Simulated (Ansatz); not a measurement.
**Two runs on Mg₄O**

System: Mg₄O (5 atoms in the cell).
Method of the first run: DFT PBE, scalar-relativistic, plane waves, PAW, no spin polarisation (Ansatz 0.2.0).

The structure was made by a generator, so it may or may not be a known phase. Text and figures count atoms from 1; the logs count them from 0 in places.

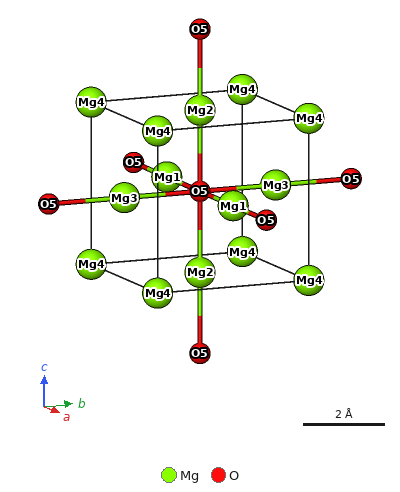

**Figure 1.** The structure (ball-and-stick view of the cell of the calculation, seen slightly off an axis; bonded neighbours outside the cell are drawn too; atoms are numbered from 1 in the order of the input).

### The input, the first run
```yaml
crystal:
  lattice:
    - [4.09571262, 0.0, 0.0]
    - [0.0, 4.09571262, 0.0]
    - [0.0, 0.0, 4.09571262]
  atoms:
    - { symbol: Mg, position: [0.0, 0.5, 0.5] }
    - { symbol: Mg, position: [0.5, 0.5, 0.0] }
    - { symbol: Mg, position: [0.5, 0.0, 0.5] }
    - { symbol: Mg, position: [0.0, 0.0, 0.0] }
    - { symbol: O, position: [0.5, 0.5, 0.5] }
basis:
  ecutwfc: 420
kpoints:
  mp_grid: { grid: [4, 4, 4] }
hamiltonian:
  xc: pbe
scf:
  occupations: { method: gaussian, width: 0.1 }
  lower_state_search: "off"
output:
  forces: true
  stress: true
  eigenvalues: true
```

Launched with:
```bash
ansatz run input.yaml --threads 1 --pin off --max-ram 2048MiB --backend cpu --events-out ev --progress --plain --runs-dir out
```

Hardware: 1 thread of Intel Xeon @ 2.90GHz (Ice Lake), 16 GiB of memory available, shared host.

### Output, shortened to warnings, some set-up lines, iterations and results (the first run)
```
Basis set: ecut = 420 eV, 1357 PW (Γ), exchange–correlation on 60×60×60 points (8 copies of the dense FFT grid, shifted against one another)
Symmetry: 48 space group operations
k-points: 10 of 64
Initial density: superposition of atomic densities (neutral atoms: chi_scale 0, normalization atom), corrected by the library's trained network
[...]
SCF iter   1: F=—  HF=-8263.271582 eV  |F-HF|=—  |Δ(HF+E_count)|=         —  Δρ=1.95e-3  dr2=2.46e-3  ethr=1.77e-3  ⟨swp⟩=6.6  Hψ=1281  notcnv=0
SCF iter   2: F=—  HF=-8263.271459 eV  |F-HF|=—  |Δ(HF+E_count)|=   1.23e-4  Δρ=1.22e-3  dr2=8.61e-4  ethr=5.35e-6  ⟨swp⟩=2.2  Hψ=440  notcnv=0
SCF iter   3: F=—  HF=-8263.271634 eV  |F-HF|=—  |Δ(HF+E_count)|=   1.75e-4  Δρ=7.42e-4  dr2=3.53e-4  ethr=1.87e-6  ⟨swp⟩=2.0  Hψ=328  notcnv=0
SCF iter   4: F=—  HF=-8263.271553 eV  |F-HF|=—  |Δ(HF+E_count)|=   8.12e-5  Δρ=9.16e-5  dr2=3.63e-6  ethr=7.67e-7  ⟨swp⟩=2.0  Hψ=335  notcnv=0
SCF iter   5: F=—  HF=-8263.271276 eV  |F-HF|=—  |Δ(HF+E_count)|=   2.77e-4  Δρ=4.97e-5  dr2=4.68e-7  ethr=7.89e-9  ⟨swp⟩=2.0  Hψ=500  notcnv=0
SCF iter   6: F=—  HF=-8263.271275 eV  |F-HF|=—  |Δ(HF+E_count)|=   7.48e-7  Δρ=2.03e-5  dr2=8.21e-8  ethr=2.17e-10  ⟨swp⟩=6.5  Hψ=1091  notcnv=0
SCF iter   7: F=-8263.271275 eV  HF=-8263.271275 eV  |F-HF|=6.06e-10  |Δ(HF+E_count)|=   3.04e-8  Δρ=2.43e-6  dr2=2.20e-9  ethr=1.78e-10  ⟨swp⟩=4.1  Hψ=853  notcnv=0
SCF 1 converged in 7 iterations: F = -8263.271275 eV  dr2 = 2.20e-9
SCF converged after 7 iterations
Free energy (F): -8263.271275 eV
Harris-Foulkes:  -8263.271275 eV  (|F-HF|=6.06e-10)
Internal energy: -8263.267643 eV  (E = F + TS)
E sigma→0 (E₀):  -8263.269459 eV
Entropy (-TS):   -0.003632 eV (-0.726 meV/atom)
Fermi energy:    9.550416 eV
--- Per-component energies (eV) ---
  E_band       = -1281.343590
  E_kinetic    = 490.030242
  E_local      = -6251.050559  (includes V_loc(G=0)·N_el)
  E_nonlocal   = 430.238014
  E_hartree    = 2220.564401
  E_xc         = -195.262407
  E_vxc        = -251.261573  (∫ρ·V_xc dr)
  E_paw        = -1324.479920  (= ΣΔE_a)
  E_vpaw       = -140.428167  (= ΣTr[D̂ρ^β])
  E_aug_tail   = 0.002464  (compensation charges beyond the density's cutoff)
  E_ewald      = -3633.309878
  E_smearing   = -0.003632  (= −TS)
  E_closure    = -0.000000  (closes the sum)
  Σ components = -8263.271275   (vs F -8263.271275, Δ=0.00e0)
--- Forces (eV/Å), atoms counted from 1 ---
  atom   1  Mg     0.00000000     0.00000000     0.00000000
  atom   2  Mg    -0.00000000    -0.00000000     0.00000000
  atom   3  Mg    -0.00000000    -0.00000000     0.00000000
  atom   4  Mg    -0.00000000     0.00000000    -0.00000000
  atom   5  O      0.00000000     0.00000000     0.00000000
  max |Σ_I F_I| component: 6.44e-29 eV/Å
--- Stress (GPa, compression-positive) ---
       21.219295       0.000000       0.000000
        0.000000      21.219295       0.000000
        0.000000       0.000000      21.219295
  P = ⅓ Tr σ = 21.2193 GPa (212.193 kbar)
```

For the second run the input was changed thus:
```diff
-    - { symbol: O, position: [0.5, 0.5, 0.5] }
+    - { symbol: O, position: [0.5, 0.5, 0.5], spin: 1.0 }
+  populations: true
+magnetization:
+  spin_polarized: true
```

How does the second run compare with the first run?

The energy is the same within 0.01 meV per atom. With spin allowed, the absolute moment of the cell comes to 0.00 μB. The SCF takes 14 iterations against 7. The two runs start from different initial densities, which also moves the count.

### Output, shortened to warnings, some set-up lines, iterations and results (the second run)
```
WARN: the starting moments were not kept: the SCF closed with an absolute magnetisation of 1.1e-5 μB, where they sum to 1 μB in size (1 site). That is at most 0.1 of that sum. Measured as dr2_m measures the in/out step, that magnetisation stands 6.6e-12 eV from none, at or under the dr2_threshold of 1.0e-7 eV: it is no larger than a step whose dr2_m would equal this threshold. The system may hold …
Basis set: ecut = 420 eV, 1357 PW (Γ), exchange–correlation on 60×60×60 points (8 copies of the dense FFT grid, shifted against one another)
Symmetry: 48 space group operations
k-points: 10 of 64
Initial density: superposition of atomic densities (chi_scale 0.1, normalization cell, long waves kept (reshape's long-wave potential 0.06 eV rms))
[...]
SCF iter   1: F=—  HF=-8264.525972 eV  |F-HF|=—  |Δ(HF+E_count)|=         —  Δρ=7.38e-2 (↑7.38e-2 ↓2.43e-2)  dr2=7.13e0  dr2_m=5.30e-1  M=0.028 μB ∫|m|=0.321 μB  β_m=0.30  …
SCF iter   2: F=—  HF=-8263.340289 eV  |F-HF|=—  |Δ(HF+E_count)|=    1.19e0  Δρ=3.35e-2 (↑3.35e-2 ↓1.86e-2)  dr2=1.04e0  dr2_m=3.29e-1  M=0.018 μB ∫|m|=0.216 μB  β_m=0.30  …
SCF iter   3: F=—  HF=-8263.284153 eV  |F-HF|=—  |Δ(HF+E_count)|=   5.61e-2  Δρ=2.07e-2 (↑1.87e-2 ↓2.07e-2)  dr2=3.90e-1  dr2_m=1.95e-1  M=0.012 μB ∫|m|=0.159 μB  β_m=0.30  …
SCF iter   4: F=—  HF=-8263.217956 eV  |F-HF|=—  |Δ(HF+E_count)|=   6.62e-2  Δρ=1.60e-2 (↑1.26e-2 ↓1.60e-2)  dr2=3.29e-2  dr2_m=1.16e-1  M=0.008 μB ∫|m|=0.116 μB  β_m=0.30  …
SCF iter   5: F=—  HF=-8263.239106 eV  |F-HF|=—  |Δ(HF+E_count)|=   2.12e-2  Δρ=1.07e-2 (↑1.06e-2 ↓1.07e-2)  dr2=1.23e-2  dr2_m=6.66e-2  M=0.005 μB ∫|m|=0.092 μB  β_m=0.30  …
[... 5 lines ...]
SCF iter  11: F=—  HF=-8263.271275 eV  |F-HF|=—  |Δ(HF+E_count)|=   8.23e-6  Δρ=2.84e-5 (↑1.85e-5 ↓2.84e-5)  dr2=7.89e-7  dr2_m=1.90e-7  M=-0.000 μB ∫|m|=0.001 μB  β_m=0.79  …
SCF iter  12: F=-8263.271275 eV  HF=-8263.271275 eV  |F-HF|=1.94e-8  |Δ(HF+E_count)|=   3.54e-7  Δρ=4.65e-6 (↑4.65e-6 ↓3.28e-6)  dr2=6.51e-8  dr2_m=2.88e-9  M=-0.000 μB …
SCF iter  13: F=-8263.271275 eV  HF=-8263.271275 eV  |F-HF|=9.22e-10  |Δ(HF+E_count)|=  5.86e-10  Δρ=7.67e-7 (↑7.63e-7 ↓7.67e-7)  dr2=2.22e-9  dr2_m=1.09e-10  M=0.000 μB …
SCF iter  14: F=-8263.271275 eV  HF=-8263.271275 eV  |F-HF|=1.62e-10  |Δ(HF+E_count)|=  1.44e-10  Δρ=3.05e-7 (↑3.05e-7 ↓2.69e-7)  dr2=3.06e-10  dr2_m=1.98e-11  M=0.000 μB …
SCF 1 converged in 14 iterations: F = -8263.271275 eV  dr2 = 3.06e-10
SCF converged after 14 iterations
Magnetization: 0.0000 μB (23.0000 up, 23.0000 down)
Absolute magnetization: 0.0000 μB (∫|ρ↑−ρ↓|, with the PAW one-centre terms)
Spin contamination: 0.0000 ħ² per cell (⟨S²⟩ above its minimum at these occupations)
Per-site moments (μB) at R_I (Å): [(3.670730440600389e-7, 0.8447407278749999), (3.6707304417165075e-7, 0.8447407278749999), (3.670730441618747e-7, 0.8447407278749999), (-1.975570781607663e-9, 1.194643794049745), (-1.0561638849567595e-6, 0.8447407278749999)]
Free energy (F): -8263.271275 eV
Harris-Foulkes:  -8263.271275 eV  (|F-HF|=1.62e-10)
Internal energy: -8263.267643 eV  (E = F + TS)
E sigma→0 (E₀):  -8263.269459 eV
Entropy (-TS):   -0.003632 eV (-0.726 meV/atom)
Fermi energy:    9.550415 eV
--- Per-component energies (eV) ---
  E_band       = -1281.341669
  E_kinetic    = 490.030316
  E_local      = -6251.049243  (includes V_loc(G=0)·N_el)
  E_nonlocal   = 430.237694
  E_hartree    = 2220.563509
  E_xc         = -195.262467
  E_vxc        = -251.261653  (∫ρ·V_xc dr)
  E_paw        = -1324.480039  (= ΣΔE_a)
  E_vpaw       = -140.427696  (= ΣTr[D̂ρ^β])
  E_aug_tail   = 0.002464  (compensation charges beyond the density's cutoff)
  E_ewald      = -3633.309878
  E_smearing   = -0.003632  (= −TS)
  E_closure    = -0.000000  (closes the sum)
  Σ components = -8263.271275   (vs F -8263.271275, Δ=0.00e0)
--- Forces (eV/Å), atoms counted from 1 ---
  atom   1  Mg     0.00000000     0.00000000    -0.00000000
  atom   2  Mg     0.00000000     0.00000000    -0.00000000
  atom   3  Mg     0.00000000    -0.00000000     0.00000000
  atom   4  Mg    -0.00000000     0.00000000     0.00000000
  atom   5  O      0.00000000     0.00000000     0.00000000
  max |Σ_I F_I| component: 9.70e-29 eV/Å
--- Stress (GPa, compression-positive) ---
       21.219343       0.000000       0.000000
        0.000000      21.219343       0.000000
       -0.000000       0.000000      21.219343
  P = ⅓ Tr σ = 21.2193 GPa (212.193 kbar)
--- Löwdin populations: 5 sites ---
  site symbol       q [e]    m [muB]
     0     Mg      9.0935     0.0000
     1     Mg      9.0935     0.0000
     2     Mg      9.0935     0.0000
     3     Mg      9.4877     0.0000
     4      O      7.4690    -0.0000
  spilling = 0.038319 (of n_electrons = 46.000000)
```

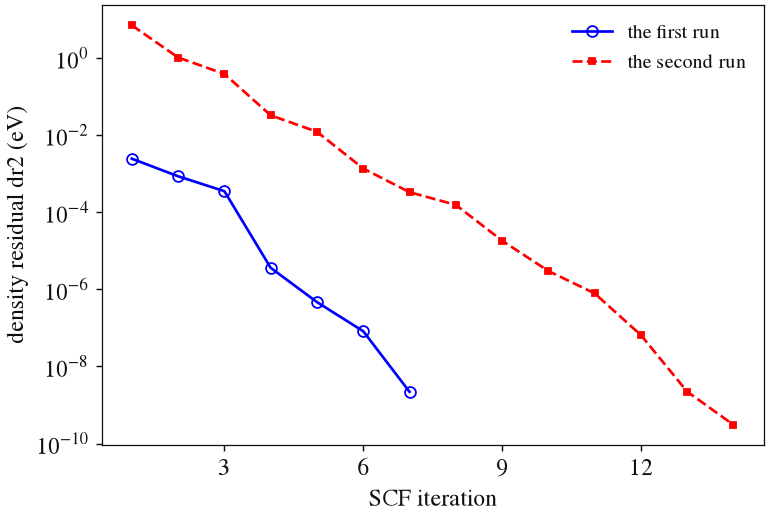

**Figure 2.** Convergence of the two runs: density residual dr2 against the SCF iteration. The first run takes 7 iterations in all, and the second run takes 14.

### The two runs side by side

| quantity | the first run | the second run |
| --- | --- | --- |
| outcome | converged | converged |
| free energy per atom (eV) | −1652.6543 | −1652.6543 |
| energy per atom, smearing taken to zero (eV) | −1652.6539 | −1652.6539 |
| gap on the mesh (eV) | 0.00 | 0.00 |
| pressure (GPa) | 21.22 | 21.22 |
| largest force (eV/Å) | 0.000 | 0.000 |
| SCF iterations | 7 | 14 |
| irreducible k-points | 10 | 10 |
| plane waves at Γ | 1357 | 1357 |
| net moment of the cell (μB) | – | 0.00 |
| absolute moment of the cell (μB) | – | 0.00 |
| wall time (shared host) | 0.92 s | 3.1 s |

For both runs: The cell is under a pressure of 21 GPa at this level, so it is not at its equilibrium volume. For the second run: Warnings: some starting moments were not kept.
